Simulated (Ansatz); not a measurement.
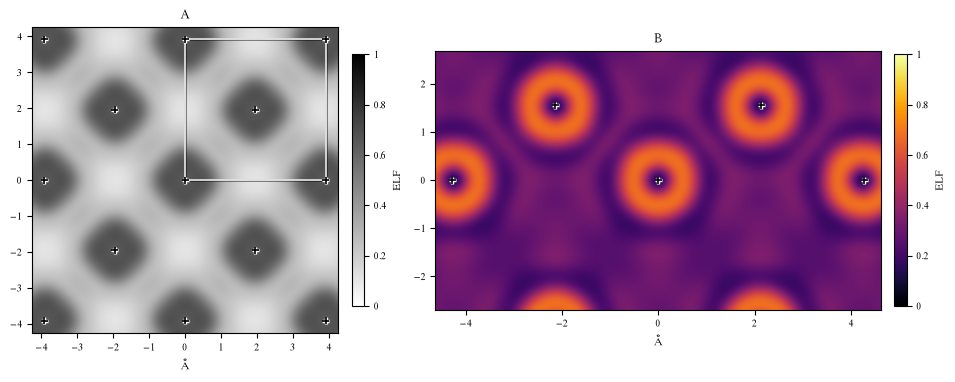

The electron localisation function of 2 systems, each on a plane through atoms (crosses mark nuclei in the plane).

All numbers below come from DFT r2SCAN, scalar-relativistic, plane waves, PAW in Ansatz 0.2.0.

System 1: Pt, the (010) plane of the conventional cell. Space group Fm-3m; started from the fcc prototype; computed pressure about 4 GPa in this cell.

```
Pt
1.0
     3.92000    0.00000    0.00000
     0.00000    3.92000    0.00000
     0.00000    0.00000    3.92000
Pt
4
Cartesian
  0.0000 0.0000 0.0000
  1.9600 1.9600 0.0000
  1.9600 0.0000 1.9600
  0.0000 1.9600 1.9600
```

System 2: Ru, the (110) plane of the conventional cell. Space group P6₃/mmc; started from the hcp prototype; computed without spin polarisation.

```yaml
crystal:
  lattice:
    - [2.70000, 0.00000, 0.00000]
    - [-1.35000, 2.33827, 0.00000]
    - [0.00000, 0.00000, 4.27680]
  atoms:
    - { symbol: Ru, position: [0.33333, 0.66667, 0.75000] }
    - { symbol: Ru, position: [0.66667, 0.33333, 0.25000] }
```

**Match each panel to its system.**

Panel A is system 1, Pt: the plane holds Pt. Pt–Pt (2.77 Å): the ELF is about 0.30 at the midpoint (no localised pair shows between them). Panel B is system 2, Ru: the plane holds Ru. Ru–Ru (2.65 Å): the ELF is about 0.35 at the midpoint.
